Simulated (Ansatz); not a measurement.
**Run report: SnO₂, molecular dynamics (part 4 of 4)**

The same run, continued: SnO₂ (P4₂/mnm, 24 atoms in the cell); DFT PBE, scalar-relativistic, plane waves, PAW, PAW set soft_1, no spin polarisation (Ansatz 0.2.0); cutoff 250 eV, 2×2×2 k-mesh, Fermi–Dirac smearing of 0.3 eV. The structure derives from a Materials Project entry. One setting was made poor on purpose. It belongs to a series of runs on one base structure; here: dynamics from the start.

Geometry of the input (Å; fractional positions):
```
-4.8429  -4.8429  0.0000
4.8429  -4.8429  0.0000
0.0000  0.0000  6.5202
Sn 0.0000  0.5000  0.2500
Sn 0.5000  0.5000  0.0000
O  0.0000  0.1940  0.2500
O  -0.0000  0.8060  0.2500
O  0.1940  0.5000  0.0000
O  0.8060  0.5000  0.0000
Sn 0.0000  0.5000  0.7500
Sn 0.5000  0.5000  0.5000
O  0.0000  0.1940  0.7500
O  -0.0000  0.8060  0.7500
O  0.1940  0.5000  0.5000
O  0.8060  0.5000  0.5000
Sn 0.5000  0.0000  0.2500
Sn 0.0000  0.0000  0.0000
O  0.5000  0.6940  0.2500
O  0.5000  0.3060  0.2500
O  0.6940  0.0000  0.0000
O  0.3060  0.0000  0.0000
Sn 0.5000  0.0000  0.7500
Sn 0.0000  0.0000  0.5000
O  0.5000  0.6940  0.7500
O  0.5000  0.3060  0.7500
O  0.6940  0.0000  0.5000
O  0.3060  0.0000  0.5000
```

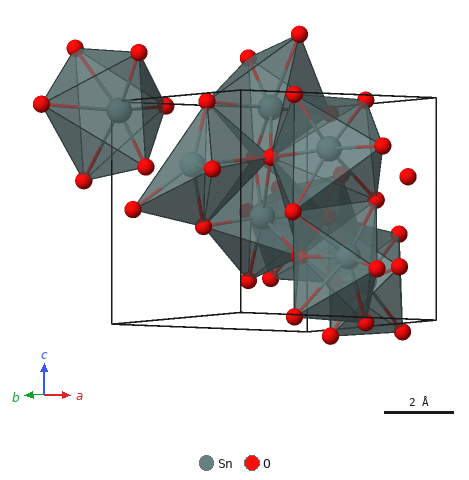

Figure 1. The geometry at step 167 of the log (polyhedral view of the cell of the calculation, seen at an oblique angle; polyhedra are completed across the faces of the cell).

Trajectory as extended XYZ, continued
```
24
Lattice="-4.8429 -4.8429 0.0000 4.8429 -4.8429 0.0000 0.0000 0.0000 6.5202" Properties=species:S:1:pos:R:3:forces:R:3 step=122 time_fs=91.5 energy=-57237.23521 temperature=2269.3
Sn    2.6620   -1.8713    1.3900    0.6059  -4.1491  -2.2147
Sn    0.0363   -4.6211   -0.1954    1.6914  -3.2739   0.4112
O     1.2573   -0.5046    1.1435   -0.5034  -1.4888   4.0340
O     4.2062   -3.5371    1.3376   -1.0603   0.3297   2.8373
O     1.4981   -3.4052    0.0891    1.9528   2.8650  -0.6280
O    -1.3199   -6.1052   -0.4899   -1.2988  -0.7609   1.5064
Sn    2.1131   -2.5046    4.5217   -0.2232  -1.0014   1.3183
Sn    0.1008   -5.1532    3.2331    5.0683   0.7333  -1.4812
O     1.0008   -0.9179    4.5491   -1.6524   2.2372   0.4263
O     3.3248   -3.9320    4.9133    4.0716  -2.7401  -0.0764
O     1.7419   -3.5796    2.7548   -0.3589   1.2054   0.8155
O    -1.5091   -6.2221    3.2587   -1.1927  -0.5523  -1.0648
Sn   -2.5009   -2.8612    1.7877   -0.5386   3.7356  -2.8775
Sn   -0.1252    0.1234   -0.1157   -1.8614  -0.6924  -4.9010
O     0.9778   -6.1313    1.5029   -1.1405   1.4254   0.8718
O    -0.9607   -3.9384    1.3824    1.3035  -2.6520   2.1777
O    -3.2362   -3.5627   -0.1311    0.4213   0.8378  -0.1669
O    -1.2064   -1.7220    0.2339   -0.0491   0.9625  -0.9874
Sn   -2.1611   -2.5753    5.0443    0.6895   1.4108  -0.1150
Sn   -0.1134   -0.1466    2.9157   -0.0865   1.4517   1.5954
O     1.2415   -6.0791    5.0028   -2.9768   3.8959  -0.5174
O    -0.3558   -3.6312    4.5562   -0.5106  -1.0452   0.7653
O    -3.3607   -3.1116    3.4730   -1.9827  -3.1270   0.4305
O    -1.2994   -1.6657    3.3885   -0.3684   0.3928  -2.1595
24
Lattice="-4.8429 -4.8429 0.0000 4.8429 -4.8429 0.0000 0.0000 0.0000 6.5202" Properties=species:S:1:pos:R:3:forces:R:3 step=133 time_fs=99.8 energy=-57238.11774 temperature=2918.0
Sn    2.6469   -1.8721    1.3587   -0.2205  -3.6399  -1.3894
Sn    0.0464   -4.6191   -0.2200    1.2649  -2.4651   1.6584
O     1.2233   -0.4500    1.3117   -0.9245  -1.2782   2.0203
O     4.1844   -3.6108    1.3624   -0.9549   1.3068   2.0445
O     1.5541   -3.2957    0.0525    0.1195   1.2843  -0.5828
O    -1.4562   -6.1472   -0.4444    0.3270   0.3887   0.5555
Sn    2.0651   -2.5525    4.5177    0.7054   0.3159   1.3074
Sn    0.1598   -5.1088    3.2299    3.0325  -1.0828  -2.9898
O     1.0511   -0.9565    4.4399   -2.2226   3.0838   0.7034
O     3.2365   -4.0347    4.7635    5.1564  -3.1086   0.9374
O     1.9087   -3.5889    2.7997   -1.5112   0.3266  -1.0390
O    -1.4922   -6.2406    3.1324    0.1031  -0.1442   0.8910
Sn   -2.5184   -2.9016    1.7797   -0.9348   3.3843  -1.0717
Sn   -0.1677    0.1405   -0.1468   -0.3276  -1.4255  -4.2660
O     0.9213   -6.0627    1.4553   -0.1708   0.1601   0.8888
O    -0.9330   -4.0162    1.6203    1.7002  -1.8745  -0.5606
O    -3.1426   -3.6968   -0.1837    0.2720   1.1632   0.3087
O    -1.2372   -1.7294    0.1898    0.0332   0.4423  -0.6312
Sn   -2.1494   -2.5720    5.0089    1.2451   2.9379   1.4208
Sn   -0.0867   -0.0447    2.8829   -0.9479  -0.5486   3.4136
O     1.1458   -6.0106    4.8922   -1.5522   2.3041   0.4011
O    -0.2643   -3.6296    4.4497   -0.9318  -0.0419   2.9766
O    -3.3079   -3.2141    3.6467   -2.6821  -2.9425  -4.4218
O    -1.1902   -1.7456    3.3899   -0.5782   1.4537  -2.5752
24
Lattice="-4.8429 -4.8429 0.0000 4.8429 -4.8429 0.0000 0.0000 0.0000 6.5202" Properties=species:S:1:pos:R:3:forces:R:3 step=144 time_fs=108.0 energy=-57237.95377 temperature=2604.5
Sn    2.6231   -1.8938    1.3353   -1.1098  -2.8688   0.3894
Sn    0.0562   -4.6349   -0.2365    0.8753  -1.7517   2.2339
O     1.1493   -0.4555    1.5672    2.3470  -1.8154  -3.6438
O     4.0900   -3.6820    1.4811   -0.8879   2.1485  -2.6225
O     1.6217   -3.1618   -0.0246   -1.0028  -0.7639  -0.2625
O    -1.5405   -6.1741   -0.3874    1.6775   1.3633  -1.2537
Sn    2.0319   -2.6073    4.5235    1.7520   0.5665   0.6731
Sn    0.2300   -5.0744    3.2065    0.8810  -0.5919  -3.5967
O     1.0432   -0.9180    4.3223   -0.9207   0.8109   1.9031
O     3.3800   -4.3063    4.6800    2.2845   0.5330   1.0560
O     1.9837   -3.5841    2.8028   -2.0586  -0.3212  -0.9604
O    -1.4802   -6.2621    3.0374    1.0165  -0.1575   2.7885
Sn   -2.5507   -2.9161    1.7861    1.3776   1.8893  -0.9064
Sn   -0.2131    0.1423   -0.1845    0.5545  -1.0971  -1.9921
O     0.8901   -5.9815    1.4559    0.8422  -0.9297  -0.2256
O    -0.8240   -4.1270    1.8586   -1.6954   1.9359  -3.7705
O    -3.0099   -3.7520   -0.2396   -1.0782  -0.0471   1.8684
O    -1.2720   -1.7321    0.1254    0.2317   0.4291  -0.0688
Sn   -2.1450   -2.5621    4.9816    0.9454   3.2590  -1.4228
Sn   -0.0748    0.0439    2.8647   -3.1170  -1.4195   8.4234
O     0.9628   -5.8644    4.7706    1.5615  -1.4470   3.1371
O    -0.1825   -3.5757    4.4695   -1.3009   0.3726   3.0060
O    -3.3288   -3.4241    3.6483   -0.8708  -0.0721  -2.9389
O    -1.1051   -1.7327    3.3221   -2.3045  -0.0249  -1.8140
24
Lattice="-4.8429 -4.8429 0.0000 4.8429 -4.8429 0.0000 0.0000 0.0000 6.5202" Properties=species:S:1:pos:R:3:forces:R:3 step=156 time_fs=117.0 energy=-57236.11092 temperature=2274.1
Sn    2.5887   -1.9357    1.3113    0.4340  -1.0430   2.3950
Sn    0.0724   -4.6756   -0.2473   -0.5046  -0.9065   3.7518
O     1.1636   -0.5435    1.6914    1.8105  -1.2869  -4.9284
O     3.9307   -3.6848    1.4751    0.4301   0.5982  -3.0061
O     1.6667   -3.0179   -0.1138   -1.6991  -2.5931   1.1116
O    -1.5345   -6.0925   -0.3632    1.8132   1.1792  -0.8856
Sn    2.0111   -2.6718    4.5195    1.1664   3.5016  -1.2196
Sn    0.3094   -5.0412    3.1619    0.6325  -0.2839  -2.6159
O     1.0142   -0.8669    4.2637    0.9726  -2.1816   3.1761
O     3.6516   -4.5569    4.6491   -2.1194   3.0931  -0.8542
O     1.9433   -3.5603    2.7793   -1.7659  -1.0011  -0.3237
O    -1.4168   -6.2755    3.0697    0.2913  -1.1158   1.3931
Sn   -2.5866   -2.9221    1.7857    2.5737   1.7070  -1.4505
Sn   -0.2398    0.1499   -0.2349    2.3977  -1.6443   1.6032
O     0.9244   -5.9659    1.4016    0.9150  -0.8496  -0.0840
O    -0.8040   -4.1609    1.9577   -3.0534   3.2462  -4.9943
O    -2.9135   -3.7597   -0.2104   -1.5509  -0.0144   1.3906
O    -1.2750   -1.6964    0.0352    0.3150   0.6623   0.5291
Sn   -2.1359   -2.5455    4.9493    0.8258   1.9418  -2.4046
Sn   -0.0750    0.1206    2.8861   -4.1998  -1.5577   5.4523
O     0.7974   -5.7804    4.7988    3.4434  -3.6797   2.3638
O    -0.1395   -3.5206    4.5999   -1.5589   0.3041   0.8181
O    -3.3690   -3.6142    3.5429    1.6535   3.3129  -0.1321
O    -1.0899   -1.7003    3.1826   -3.2226  -1.3889  -1.0857
24
Lattice="-4.8429 -4.8429 0.0000 4.8429 -4.8429 0.0000 0.0000 0.0000 6.5202" Properties=species:S:1:pos:R:3:forces:R:3 step=167 time_fs=125.2 energy=-57236.59059 temperature=2430.8
Sn    2.5623   -1.9891    1.3009    2.7098  -0.1898   1.2362
Sn    0.0859   -4.7464   -0.2417   -0.6568   1.0972   5.2540
O     1.2379   -0.6795    1.6204   -3.4192   2.3116  -0.9331
O     3.7891   -3.6491    1.3572    2.4036  -1.6533  -0.8469
O     1.6246   -3.0047   -0.1443   -0.9934  -2.2757   1.4596
O    -1.4534   -5.9658   -0.3621   -0.8031  -1.2204   0.6469
Sn    2.0006   -2.7160    4.5151    0.9155   4.4636  -1.4239
Sn    0.3859   -5.0164    3.1142   -2.0342  -0.4014  -2.0867
O     1.0288   -0.9136    4.2697    0.8439  -2.0101   2.0550
O     3.7987   -4.6907    4.5854   -4.5538   3.5437  -0.7148
O     1.8430   -3.5568    2.7505   -1.1283  -0.9890   0.1482
O    -1.3163   -6.3558    3.1468    0.0153  -1.0539  -0.0711
Sn   -2.6071   -2.9071    1.7816    3.0505   2.2030  -2.5220
Sn   -0.2504    0.1529   -0.2683    3.5189  -1.6583   3.4238
O     1.0084   -6.0154    1.3033    0.0284   0.2314   1.1749
O    -0.9147   -4.0894    1.8607    0.6232  -0.0750  -2.1106
O    -2.9574   -3.7765   -0.1131   -1.2371   1.1644  -0.5538
O    -1.2683   -1.6507   -0.0483    0.1552   0.7146   1.2398
Sn   -2.1234   -2.5235    4.9188    0.1997   0.6534  -1.2744
Sn   -0.0916    0.1891    2.9171   -0.6196  -3.3487  -0.9144
O     0.7976   -5.8191    4.8909    3.7552  -3.1165  -2.2854
O    -0.1861   -3.4831    4.7494   -1.2052  -0.2686  -1.3990
O    -3.2933   -3.6674    3.4699    0.9656   2.7182   0.8427
O    -1.2164   -1.7015    3.0367   -2.5343  -0.8405  -0.3452
24
Lattice="-4.8429 -4.8429 0.0000 4.8429 -4.8429 0.0000 0.0000 0.0000 6.5202" Properties=species:S:1:pos:R:3:forces:R:3 step=178 time_fs=133.5 energy=-57236.82638 temperature=2394.6
Sn    2.5571   -2.0501    1.3151    1.3027   1.2751   0.1653
Sn    0.1083   -4.8241   -0.2048    1.8020   2.6412   2.6418
O     1.1792   -0.7164    1.5155   -3.2980   1.8325   0.3866
O     3.6892   -3.6771    1.2196    2.9091  -2.0541   0.8513
O     1.5327   -3.0992   -0.1404    0.3139  -1.0281   1.0240
O    -1.3816   -5.9096   -0.3229   -3.8688  -3.8367   0.6391
Sn    2.0039   -2.7343    4.5052    1.1954   2.8136  -0.1574
Sn    0.4348   -4.9878    3.0445   -4.4947  -3.1633  -0.3234
O     1.0970   -1.0301    4.3249   -0.8434   0.6121   0.5250
O     3.8009   -4.7036    4.5156   -4.8011   2.7774   2.1841
O     1.7157   -3.6179    2.7394    1.3425   1.6394   0.0455
O    -1.2449   -6.4875    3.1830   -0.0781  -0.6958  -0.7831
Sn   -2.6029   -2.8914    1.7519    1.2576   2.1416  -3.7227
Sn   -0.2492    0.1415   -0.2730    3.5009  -2.1009   2.2386
O     1.1072   -6.0161    1.2458   -0.7762   0.6470   1.7165
O    -1.0036   -4.0162    1.6483    3.4649  -2.5174  -0.3541
O    -3.1016   -3.8130   -0.0533   -0.9107   1.7909  -1.5952
O    -1.2929   -1.6129   -0.0682   -0.1052   0.5005   0.8311
Sn   -2.1156   -2.5061    4.8721   -0.3384   0.9775  -0.1437
Sn   -0.1006    0.2504    2.9554    2.7634  -3.2274  -3.7900
O     0.9504   -5.9536    4.9214    1.8201  -0.4092  -2.6346
O    -0.2876   -3.4659    4.8333   -0.0455  -1.7730  -1.8336
O    -3.1568   -3.6103    3.4765   -1.9683  -0.1418   0.5354
O    -1.4109   -1.7500    2.8871   -0.1438   1.2991   1.5533
24
Lattice="-4.8429 -4.8429 0.0000 4.8429 -4.8429 0.0000 0.0000 0.0000 6.5202" Properties=species:S:1:pos:R:3:forces:R:3 step=189 time_fs=141.8 energy=-57237.00468 temperature=2933.2
Sn    2.5671   -2.0977    1.3475   -1.1982   1.3583  -0.1706
Sn    0.1333   -4.8914   -0.1651    1.2053   0.6483  -0.2912
O     1.0024   -0.6632    1.4277   -0.8619  -0.4263   1.2633
O     3.6528   -3.7501    1.1291    1.7676  -0.5626   2.3763
O     1.4400   -3.2129   -0.1538    1.2428  -0.1276   0.9818
O    -1.4635   -5.9749   -0.2260   -1.3777  -2.4278  -0.6661
Sn    2.0184   -2.7407    4.4886    2.3940   0.0246   1.2700
Sn    0.4444   -4.9727    2.9716   -4.9610  -4.5087   0.9478
O     1.1214   -1.1295    4.4427   -2.6268   3.6947  -0.2653
O     3.6500   -4.6281    4.5456   -2.1194   2.2634   0.3613
O     1.6631   -3.6193    2.7207    2.4157   3.2800  -0.0855
O    -1.2312   -6.6138    3.1829   -0.0580  -0.3847  -0.6482
Sn   -2.5950   -2.8776    1.6915    0.3039  -0.7670  -4.8157
Sn   -0.2253    0.1289   -0.2523    2.1239  -3.3529   0.2274
O     1.1580   -5.9934    1.3212   -1.6755   0.6985   0.2549
O    -0.9593   -4.0401    1.4177    2.1767  -1.2883   1.3847
O    -3.3012   -3.7927   -0.0391    1.0288   2.6806  -1.4300
O    -1.3637   -1.5576   -0.0555   -0.2871  -0.3605   0.1437
Sn   -2.1169   -2.4903    4.8117    1.7163   1.3222   1.3423
Sn   -0.0864    0.2977    2.9801    1.7130  -2.7895  -1.7614
O     1.2040   -6.0902    4.8319   -2.7914   3.0084  -0.7105
O    -0.3851   -3.4984    4.8863    0.5002  -2.5297  -2.0821
O    -3.0724   -3.5618    3.5028   -3.4942  -2.7371  -1.5550
O    -1.5935   -1.7545    2.7750    2.8630   3.2841   3.9278
24
Lattice="-4.8429 -4.8429 0.0000 4.8429 -4.8429 0.0000 0.0000 0.0000 6.5202" Properties=species:S:1:pos:R:3:forces:R:3 step=200 time_fs=150.0 energy=-57237.12184 temperature=2951.3
Sn    2.5891   -2.1398    1.3769   -2.7744  -1.7858   2.0445
Sn    0.1696   -4.9782   -0.1256    1.3179  -1.4954  -3.6258
O     0.8355   -0.6066    1.4206    1.6293  -1.9270   1.8841
O     3.7155   -3.8751    1.2154   -0.0978   1.5647   2.4412
O     1.3898   -3.2980   -0.1730    1.6763   0.1380   1.0186
O    -1.5936   -6.1226   -0.1029    2.1531   0.8402  -4.1251
Sn    2.0409   -2.7521    4.4925    2.1476   0.3548   2.4719
Sn    0.4201   -4.9834    2.9064   -3.1824  -0.5906   3.4017
O     1.0607   -1.1392    4.5797   -2.6605   3.2205  -0.1709
O     3.3881   -4.4590    4.6200    2.0312   1.6591  -0.5065
O     1.7433   -3.5316    2.7139   -1.0763   0.2444  -0.3170
O    -1.2190   -6.7252    3.1809    0.3515   0.6729  -0.1890
Sn   -2.5855   -2.8706    1.6107    2.1472  -0.0828  -2.2585
Sn   -0.1808    0.1006   -0.2226   -0.8378  -4.0938  -2.1391
O     1.1814   -5.9393    1.4474   -0.6144  -1.2194  -2.4576
O    -0.8276   -4.1157    1.2412   -1.4403   1.6139   4.5867
O    -3.4659   -3.6510   -0.0629    3.0578   3.4824  -1.1345
O    -1.4557   -1.5043   -0.0723   -0.1060  -1.2041   0.3868
Sn   -2.1017   -2.4655    4.7652    4.1532  -1.5587   0.8323
Sn   -0.0753    0.3373    3.0028   -1.3227  -2.5243   0.4554
O     1.3704   -6.1061    4.7396   -6.8542   5.3010  -0.0406
O    -0.4694   -3.6580    4.9106    0.0565  -1.8067  -2.2913
O    -3.1281   -3.6136    3.4960   -1.8014  -1.5338  -2.2987
O    -1.6474   -1.6678    2.8240    2.0464   0.7307   2.0314
```

Summary

```csv
quantity,value
outcome,finished
mean temperature over the second half,2564 K
trajectory,"200 steps, 150 fs"
ensemble,nvt_langevin
temperature in the input,3500.0 K
time step,0.75 fs
space group of the start (tolerance 0.01 Å),P4₂/mnm (136)
electrons treated,208
potential energy (free energy of the electrons) (last step),−57237.1218 eV
Fermi energy (last step),9.687 eV
largest force (length of the vector) (last step),8.665 eV/Å
wall time,16 min (CPU time 31 min)
peak memory,0.58 GiB
```

Notes

Warnings of the run: the cutoff is below the recommended one. A deliberately poor setting: low cutoff. The input asks for low accuracy. So short a trajectory is not equilibrated. The logged temperature at the start can lie below the typed one, since it is counted over all degrees of freedom.
